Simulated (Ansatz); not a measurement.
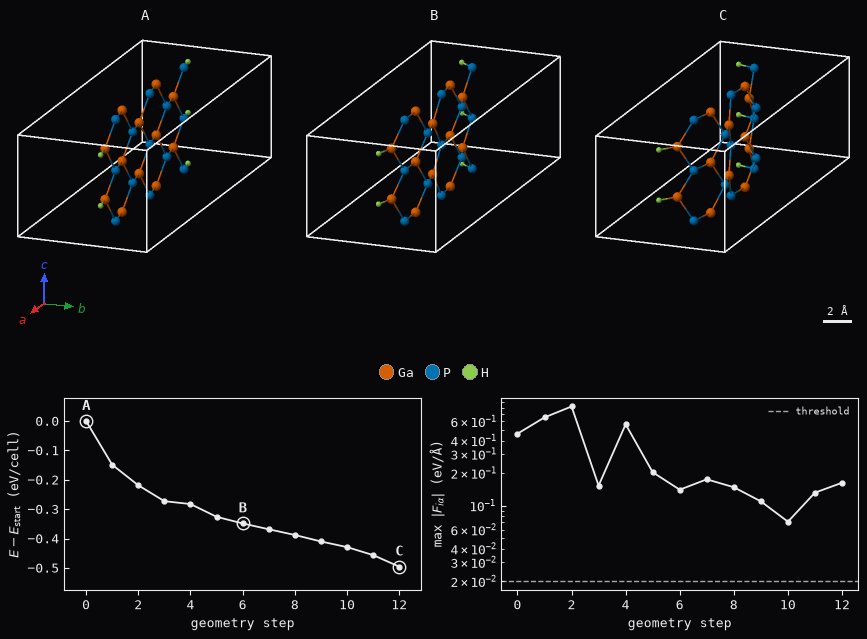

Frames of a relaxation of a wire of composition Ga5P5H2, marked on the history of the run. A ball-and-stick model of the 2 repeat of the cell, with the vacuum cut short, seen slightly off an axis.

Case: zigzag ribbon, 5 formula units a period, edges capped with H, edge spins parallel.

These are results of Ansatz 0.2.0, DFT PBE, scalar-relativistic, plane waves, PAW, not measurements.

Input file:
```yaml
crystal:
  lattice:
    - [26.6, 0.0, 0.0]
    - [0.0, 9.7, 0.0]
    - [0.0, 0.0, 3.8973775408]
  atoms:
    - { symbol: Ga, position: [0.2645918586, 0.480276937, 0.5] }
    - { symbol: Ga, position: [0.3914801277, 0.480276937, 0.0] }
    - { symbol: Ga, position: [0.5183683968, 0.480276937, 0.5] }
    - { symbol: Ga, position: [0.645256666, 0.480276937, 1.0] }
    - { symbol: Ga, position: [0.7721449351, 0.480276937, 0.5], spin: 1.0 }
    - { symbol: P, position: [0.2222957689, 0.519723063, 0.0], spin: 1.0 }
    - { symbol: P, position: [0.349184038, 0.519723063, 0.5] }
    - { symbol: P, position: [0.4760723071, 0.519723063, 1.0] }
    - { symbol: P, position: [0.6029605763, 0.519723063, 0.5] }
    - { symbol: P, position: [0.7298488454, 0.519723063, 1.0] }
    - { symbol: H, position: [0.8303322333, 0.5074102195, 0.5] }
    - { symbol: H, position: [0.1696677667, 0.4951821324, 0.0] }
basis:
  ecutwfc: 420
kpoints:
  mp_grid: { grid: [1, 1, 14] }
hamiltonian:
  xc: pbe
scf:
  occupations: { method: gaussian, width: 0.05 }
output:
  forces: true
  stress: true
  eigenvalues: true
  populations: true
  write_density: true
  write_potential: true
  elf: true
  volumetric_format: npy
magnetization:
  spin_polarized: true
relax:
  adjacent_minimum: "off"
  f_tol: 0.02
  max_steps: 45
  cell: { fix: [a, b, alpha, beta, gamma], stress_tol: 0.03 }
```

Launched with:
```bash
ansatz run input.yaml --threads 4 --pin off --max-ram 11264MiB --backend cpu --events-out ev --progress --plain --runs-dir out
```

### Describe the path.

The run was cut off at its time limit before the relaxation converged, so the last structure is only a point on the way. The energy falls by 0.496 eV per cell of the calculation in 12 geometry steps. Largest force component: 0.46 eV/Å at the start, 0.16 eV/Å at the end. The largest move relative to the centre of the atoms is that of H12, 2.04 Å. Largest moves by element: H 2.04 Å, P 1.14 Å, Ga 0.94 Å. Along the periodic axis the drawn cell goes c 7.795 → 7.714 Å (−1.0 %). Among the contacts that change: Ga1–P6 2.282 → 2.324 Å, Ga1–P7 2.282 → 2.303 Å, P6–H12 1.420 → 1.432 Å, Ga3–P8 2.282 → 2.272 Å. Among the angles between lasting bonds that change: Ga1–P6–H12 117.2° → 101.4°, Ga1–P7–Ga2 117.2° → 109.1°, Ga3–P9–Ga4 117.2° → 110.5°. The program noted that the starting moments weren't kept. Cost: 17 min on 4 threads of AMD EPYC 7R43 64-Core Processor (Zen 3) (shared host), peak memory 2.1 GiB. From step 0 to 6: H12 moves most (1.11 Å), energy −0.349 eV per cell of the calculation. From step 6 to 12: H11 moves most (1.16 Å), energy −0.147 eV per cell of the calculation.

| step | E − E(0), meV/atom | largest force component, eV/Å |
| --- | --- | --- |
| 0 | 0.00 | 0.4623 |
| 1 | -12.40 | 0.6542 |
| 2 | -18.23 | 0.8255 |
| 3 | -22.74 | 0.1532 |
| 4 | -23.55 | 0.5648 |
| 5 | -27.18 | 0.2036 |
| 6 | -29.06 | 0.1404 |
| 7 | -30.71 | 0.1751 |
| 8 | -32.33 | 0.1480 |
| 9 | -34.18 | 0.1095 |
| 10 | -35.77 | 0.0710 |
| 11 | -38.04 | 0.1319 |
| 12 | -41.32 | 0.1627 |
